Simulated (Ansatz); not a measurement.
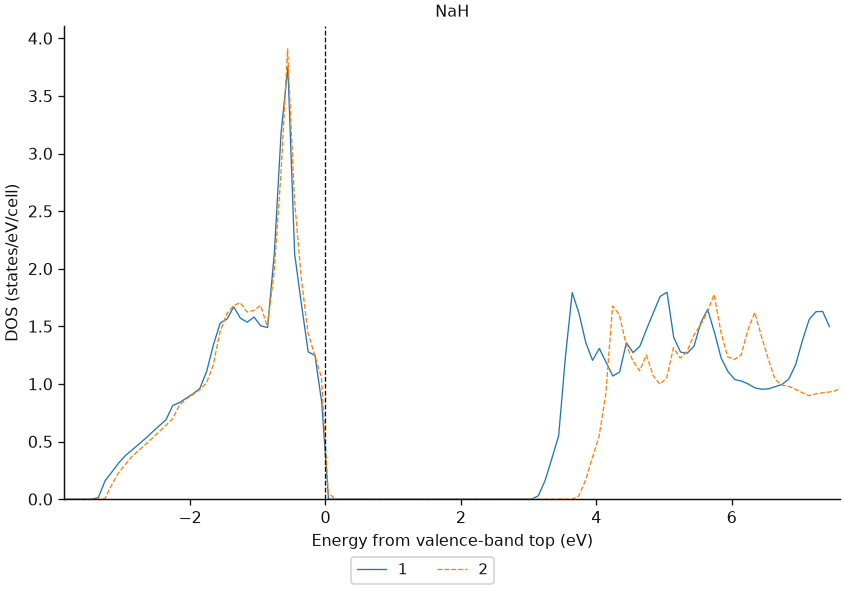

Total densities of states of NaH, space group P6_3/mmc (No. 194), 4 atoms in the cell, by two methods on the same cell. Each is counted from its own valence-band top.

Which curve is which? The methods: r2SCAN, PBEsol.

Answer. 1 is PBEsol; 2 is r2SCAN. PBEsol gives a gap of 3.09 eV and r2SCAN gives a gap of 3.68 eV.

Settings. PBEsol: DFT PBEsol, scalar-relativistic, plane waves, PAW, no spin polarisation, 6×6×6 k mesh, 420 eV cutoff, Gaussian smearing of 0.02 eV (Ansatz). r2SCAN: DFT r2SCAN, scalar-relativistic, plane waves, PAW, no spin polarisation, 6×6×6 k mesh, 500 eV cutoff, Gaussian smearing of 0.02 eV (Ansatz).

The structure is an invented one, so it need not be a known or stable phase.
